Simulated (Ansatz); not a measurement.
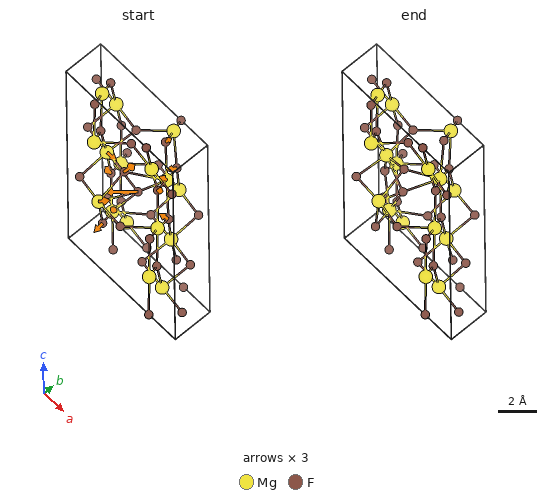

The structure of a defect cell of composition Mg$_{16}$F$_{33}$ (cell charge −1) before (left) and after (right) a relaxation, at one scale. The orange arrows give the displacements, magnified 3 times.

The picture is a ball-and-stick view of the cell of the calculation (origin shifted), seen slightly off an axis.

Case: F interstitial, charge -1, atoms relaxed at the host's cell.

These are results of DFT PBE, scalar-relativistic, plane waves, PAW (Ansatz), not measurements. Set-up: plane-wave cutoff 420 eV; k-point mesh 2 × 2 × 2; occupations gaussian; smearing width 0.01 eV; mesh shifted by (0.5, 0.5, 0.5); no spin polarisation; atoms relaxed in a fixed cell; force threshold 0.025 eV/Å; at most 45 steps.

### Summarise the run.

Over 5 accepted moves (6 points after the start) the energy falls by 1.787 eV per cell of the calculation. Largest force component: 3.8 eV/Å at the start, 0.0064 eV/Å at the end. 1 step only repeated the SCF at the same geometry. An F atom moves most: 0.62 Å along [−2 −1 −1]. Largest moves by element: F 0.62 Å, Mg 0.25 Å. The cell doesn't change. Some distances before and after: F–Mg 2.623 → 2.051 Å, F–Mg 2.665 → 2.125 Å, F–Mg 2.113 → 2.621 Å, F–Mg 2.300 → 2.002 Å. Among the angles between lasting bonds that change: F–Mg–F 107.7° → 130.4°, F–Mg–F 176.5° → 157.4°, Mg–F–Mg 128.0° → 109.1°. The run took 2.8 min on 4 threads of AMD EPYC 7R43 64-Core Processor (Zen 3), with other jobs on the host, peak memory 2.7 GiB.

Limits of the set-up: the cell is charged, on a uniform background, and energies carry no finite-size correction.
